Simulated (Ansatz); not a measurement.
Consider this structure.

```
CELL_PARAMETERS angstrom
4.84344 0.00000 0.00000
0.00000 4.84344 0.00000
0.00000 0.00000 4.84344
ATOMIC_POSITIONS crystal
C 0.83735 0.16265 0.16265
C 0.33735 0.33735 0.33735
C 0.16265 0.83735 0.16265
C 0.16265 0.16265 0.83735
C 0.33735 0.66265 0.33735
C 0.16265 0.16265 0.16265
C 0.66265 0.33735 0.33735
C 0.33735 0.33735 0.66265
C 0.33735 0.66265 0.66265
C 0.83735 0.83735 0.83735
C 0.66265 0.33735 0.66265
C 0.66265 0.66265 0.33735
C 0.83735 0.16265 0.83735
C 0.66265 0.66265 0.66265
C 0.16265 0.83735 0.83735
C 0.83735 0.83735 0.16265
```

> Work out the structure from the coordinates.

The element is carbon. It is body-centred cubic, space group Im-3m (No. 229). The cell holds 16 atoms. Each C atom is coordinated by four C at 1.47 to 1.58 Å. The bonds build a three-dimensional framework.

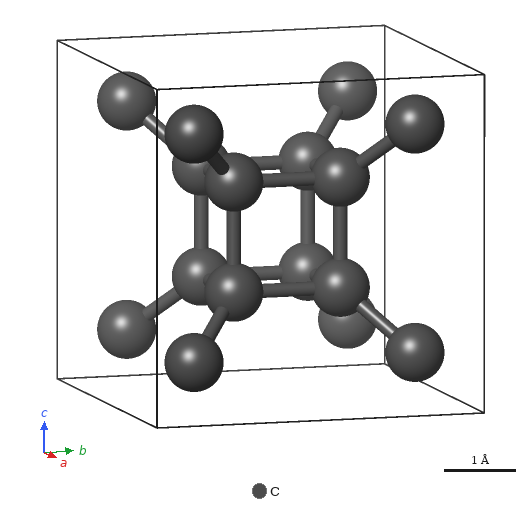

Ball-and-stick representation of a periodic structure, projected slightly off an axis. The wireframe shows the conventional unit cell.

Provenance: a structure listed in the Materials Project. Earlier steps of the study may have refined or changed the cell and positions. It went into a calculation with Ansatz.

At this level of theory the cell isn't at rest (compressed, at 6 GPa), so its distances can differ from those at equilibrium, the more so the softer the solid.
